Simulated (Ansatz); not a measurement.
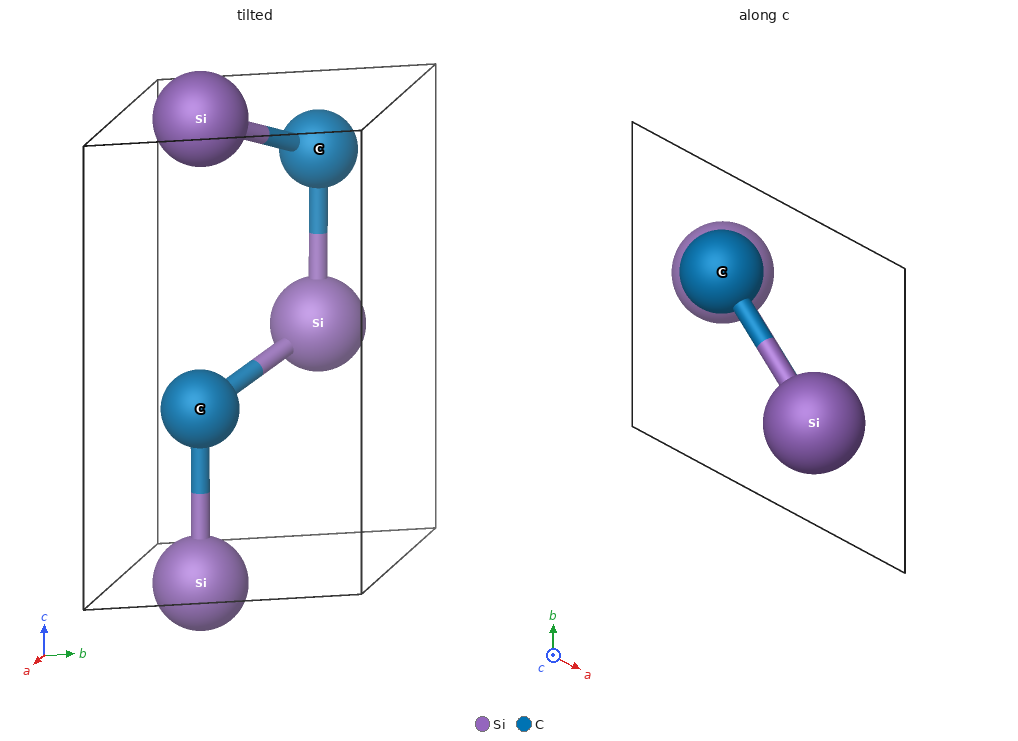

The image is a ball-and-stick drawing of a crystal, viewed slightly off an axis and along the c axis. Lines trace the edges of the unit cell.

SiC, a = 3.08 Å, b = 3.02 Å, c = 5.05 Å, α = 90.00°, β = 90.00°, γ = 118.29°.

Electronic-structure method: DFT, r2SCAN, plane waves, PAW in Ansatz. Parameters: plane-wave cutoff 500 eV, a 12×12×6 k-point grid, no spin polarisation.

Question: What is the band gap, if any?

Answer: A semiconductor at this level, with a gap of 2.47 eV, indirect; the smallest direct gap is 4.32 eV.

Question: How far is the cell from zero pressure?

Answer: The computed pressure is 0.1 GPa, close to zero. The stress isn't hydrostatic: its largest component is 8.4 GPa.

The initial geometry was a structure listed in the Materials Project. The cell was then strained or its atoms displaced on purpose. It was run through Ansatz as a DFT input.
